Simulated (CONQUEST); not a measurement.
**SnSe2: 7 runs along one coordinate**

System: SnSe2 (P-3m1, 6 atoms in the cell).
Method: Kohn-Sham DFT of a periodic cell, PBEsol, PseudoDojo NC PBEsol, no spin polarisation (CONQUEST 1.3).

The 7 runs differ only in the geometry, by an even scaling of the cell at fixed fractional positions. The structure derives from an entry of the Crystallography Open Database.

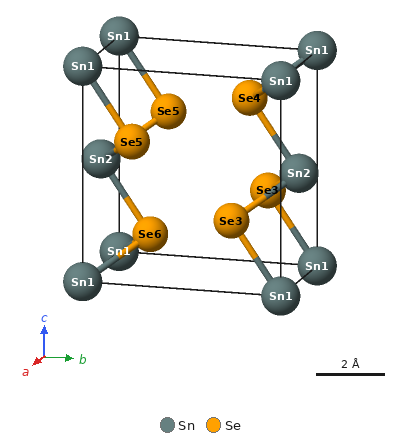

Figure 1. The structure of run 4 (ball-and-stick view of the cell of the calculation, seen slightly off an axis; atoms are numbered from 1 in the order of the input). An atom can appear more than once, as a periodic image.

### Input of run 4
```
IO.Title SnSe2
IO.Coordinates coords.dat
IO.FractionalAtomicCoords T
IO.Iprint 2
IO.Iprint_init 1
General.NumberOfSpecies 2
General.PseudopotentialType hamann
AtomMove.TypeOfRun static
AtomMove.FullStress T
Grid.PointsAlongX 36
Grid.PointsAlongY 60
Grid.PointsAlongZ 64
DM.SolutionMethod diagon
Diag.MPMesh T
Diag.GammaCentred T
Diag.MPMeshX 7
Diag.MPMeshY 5
Diag.MPMeshZ 4
Diag.kT 0.00183747
minE.SCTolerance 1e-6
SC.MaxIters 100
IO.AtomChargeOutput T
%block ChemicalSpeciesLabel
1 118.710 Sn
2 78.960 Se
%endblock
```

Command:
```bash
OMP_NUM_THREADS=1 Conquest
```

Lattice vectors (Å) and fractional positions of run 4:
```
   3.811000    0.000000    0.000000
   0.000000    6.136000    0.000000
   0.000000    0.000000    6.600846
Sn  0.000000  0.000000  0.000000
Sn  0.500000  0.000000  0.500000
Se  0.000000  0.751000  0.333333
Se  0.500000  0.751000  0.833333
Se  0.000000  0.249000  0.666667
Se  0.500000  0.249000  0.166667
```

Run 2 has the same physical settings and fractional positions; its lattice vectors (Å) are:
```
   3.759494    0.000000    0.000000
   0.000000    6.053071    0.000000
   0.000000    0.000000    6.511634
```

### Results, with one run withheld

```csv
run,volume per atom (Å³),"free energy per atom, from the lowest run given (meV)",pressure (GPa),gap on the mesh (eV)
1,24.182,76.54,9.51,0.71
2,24.697,?,?,?
3,25.212,29.18,5.31,0.66
4,25.726,14.98,3.59,0.63
5,26.241,5.66,2.21,0.60
6,26.755,0.74,0.87,0.58
7,27.270,0.00,−0.39,0.56
```

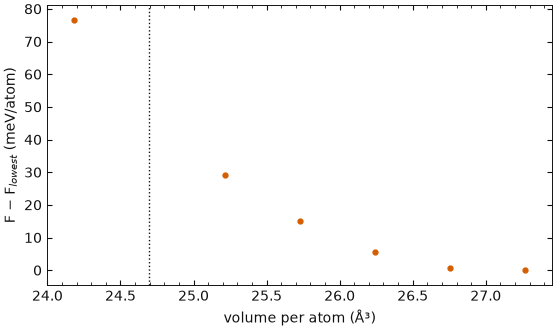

Figure 2. Free energy per atom of the runs given; the dotted line marks run 2.

What should run 2 give?

A cubic polynomial in V^(−2/3) (the Birch–Murnaghan form), fitted to the 6 runs given, misses them by at most 0.10 meV per atom. With x = V^(−2/3) − 0.11434 Å⁻², it reads F = 11.922 + 6828.7 x + 9.9846e+05 x² + 9.3456e+06 x³ (meV per atom). At run 2 it gives 49.53 meV per atom, and the run itself gives 49.50. The slope of the fit gives a pressure −dF/dV of 7.31 GPa there, and the run prints 7.33 GPa. The fit has its minimum at 27.136 Å³ per atom, where V d²F/dV² gives 57.8 GPa. Cell shape and fractional positions are held, so this is the stiffness under even scaling; the relaxed bulk modulus wasn't computed and can be far lower in a crystal of layers, chains or molecules like this one. The gap on the mesh goes, without turning, from 0.71 eV in run 1 to 0.56 eV in run 7; run 2 has 0.68 eV. These are gaps of this functional on this mesh, which can miss the band edges; they aren't the measured gap.

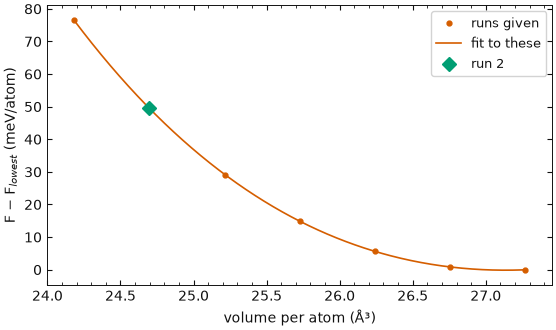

Figure 3. The fit and the withheld run.

### Some lines of the output (run 2)
```
[...]
          DFT Total Energy                 :      -641.666228981006043 Ha
          Free Energy (E-TS)               :      -641.684302174601157 Ha
          DFT Total Energy                 :      -641.680149488728830 Ha
          Free Energy (E-TS)               :      -641.682907796156655 Ha
          DFT Total Energy                 :      -641.682759014287626 Ha
          Free Energy (E-TS)               :      -641.682859660663667 Ha
          DFT Total Energy                 :      -641.682855731626205 Ha
          Free Energy (E-TS)               :      -641.682859204631427 Ha
          DFT Total Energy                 :      -641.682856489149458 Ha
          Free Energy (E-TS)               :      -641.682859172283997 Ha
          DFT Total Energy                 :      -641.682856513759134 Ha
      | Free Energy as E-TS      =      -641.682859172283997 Ha
      |* DFT total energy        =      -641.682856513759134 Ha
    force: Average pressure:      7.32762681 GPa
```

Notes: With a small basis of atomic orbitals these values can differ much from converged plane-wave results.
